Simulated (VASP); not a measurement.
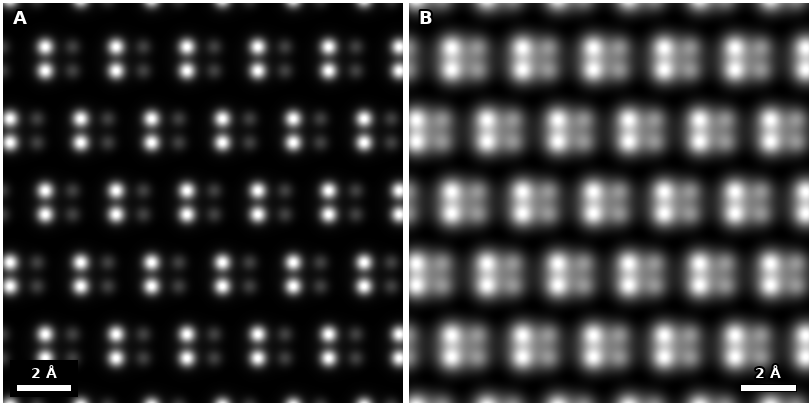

Two simulated images of the same area of SiC (P6_3mc, No. 186) along [101], with a probe of 0.50 Å. One is incoherent Z contrast (Z^1.7 per atom), the other the projected potential of neutral atoms blurred by the probe (iDPC-like, thin sample). Brightness is counted from the darkest point of the image. Structure: an entry of the Crystallography Open Database, as set up for an electronic-structure calculation.

> Which panel is which, and how can one tell?

A is the Z-contrast image and B the potential image. The columns of 1 C per repeat reach about 24 % of the brightest peak (1 Si) in A but about 57 % in B, mainly since the potential grows much more slowly with atomic number.
